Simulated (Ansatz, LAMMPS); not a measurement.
# Gap against volume in glassy 79SiO2-12Al2O3-4SrO-4ZnO (mol %) (76 atoms)

Density of this cell: 2.70 g/cm³. The cell holds 76 atoms: 19 Si, 6 Al, 1 Sr, 1 Zn and 49 O. Its edges and angles: a = 10.030 Å, b = 9.838 Å, c = 10.208 Å, α = 92.9°, β = 90.0°, γ = 87.8°. The starting structure: 76 atoms (19 Si, 6 Al, 1 Sr, 1 Zn, 49 O) placed at random at 2.51 g/cm³, melted at 4000 K for 10 ps at fixed volume with the Morse and Coulomb pair potential with partial charges (Pedone, Malavasi, Menziani, Cormack and Segre, J. Phys. Chem. B 110, 11780 (2006)). Quenched from 4000 K to 300 K at 10 K/ps and fixed volume, held 10 ps at zero pressure.

Calculated with Ansatz 0.2.0: Kohn-Sham DFT, PBE, PAW (set soft_2), plane waves; cutoff 420 eV, Γ point, fixed occupations. The relaxed cell was scaled evenly and the atoms were relaxed at each volume. The gap is that between the highest filled and the lowest empty Kohn-Sham level on the run's k-points.

| volume (Å³/atom) | gap (eV) |
| --- | --- |
| 11.904 | 4.474 |
| 12.433 | 4.303 |
| 12.830 | ? |
| 13.226 | 3.859 |
| 13.623 | 3.609 |
| 14.020 | 3.397 |

Task: Fit a straight line in ln V to the rows given and interpolate to the withheld row.

**Working.**

A volume deformation potential makes the spacing linear in u = ln(V/V0), with V0 = 13.226 Å³ the relaxed volume; v is the spacing.

```
u = ln(V/V0)  v (eV)
   -0.105360  4.4742
  -0.0618757  4.3032
           0  3.8587
   0.0295588   3.609
   0.0582686  3.3972
```

With n = 5: mean u = -0.0158816, mean v = 3.92846, Σ(u − ū)² = 0.017937, Σ(u − ū)(v − v̄) = -0.12109. Slope b = -0.12109 / 0.017937 = -6.7505; intercept a = v̄ − b ū = 3.8213.

At the withheld volume u = -0.03046, and v = a + b u.

Prediction at 12.830: 4.027 eV. The run gave 4.113 eV, so the fit is low by 0.087 eV (2.1 % of the value).

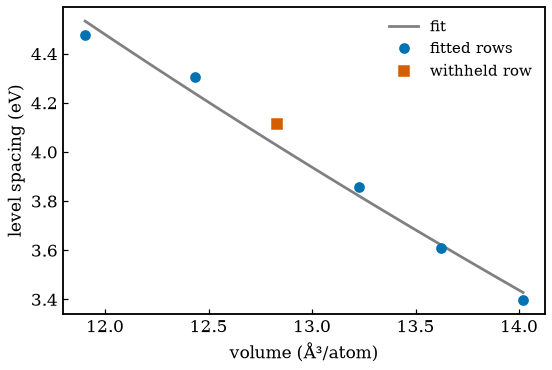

The fit, the rows that it rests on and the withheld row.

The slope, -6.75 eV, says that the spacing narrows on expansion. Among the rows given, the largest miss of the fit is at 12.433, by 0.064 eV (6.0 % of the range of the table).

Limits: The table spans 16 % in volume, wide for a linear law. Semilocal functionals tend to put gaps under measured ones. Only the Γ point is sampled. Defect or tail levels can set the spacing of a disordered cell.

[Logs are printed without paths, hosts, clocks, repeated set-up lines and the standing remarks that a program may print on its own settings, such as how far it seeks lower states.]

[Hosts, paths, dates, database ids (printed as entryN), source tags and the programs' standing remarks are cut or masked in the printed files.]
